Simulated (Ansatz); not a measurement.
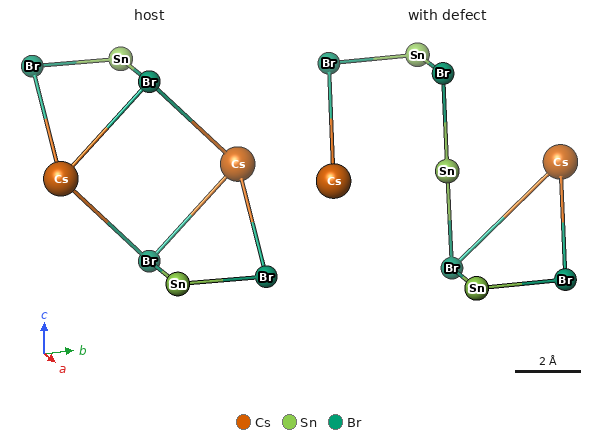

Left: perfect CsSnBr3. Right: the same region with one point defect, after relaxing the atoms in a supercell of 40 sites. Style: ball-and-stick. Shown: the atoms within 5.4 Å of one point, in a slice 5.0 Å thick across the line of sight, slightly off an axis.

All numbers below come from Ansatz 0.2.0, DFT, PBEsol, PAW, plane waves. Settings: plane-wave cutoff 420 eV; k-point mesh 1 × 1 × 1; mesh shifted by (0.25, 0.25, 0.25); no spin polarisation. Fermi-Dirac smearing of 0.01 eV. The axes drawn are those of the host's conventional cell.

Question: Which defect is it?

Answer: An extra tin atom is put between the host's atoms (an interstitial).

The charge state of the cell is 0.

Question: What does the relaxation do around it?

Answer: The Sn atom starts with 4 Br at 2.87 to 2.88 Å, 2 Cs at 2.87 to 2.88 Å around its place and ends with 4 Br at 3.10 to 3.11 Å, 2 Cs at 3.69 Å. Of the host's atoms, a caesium atom moves furthest from its site, by 0.82 Å.
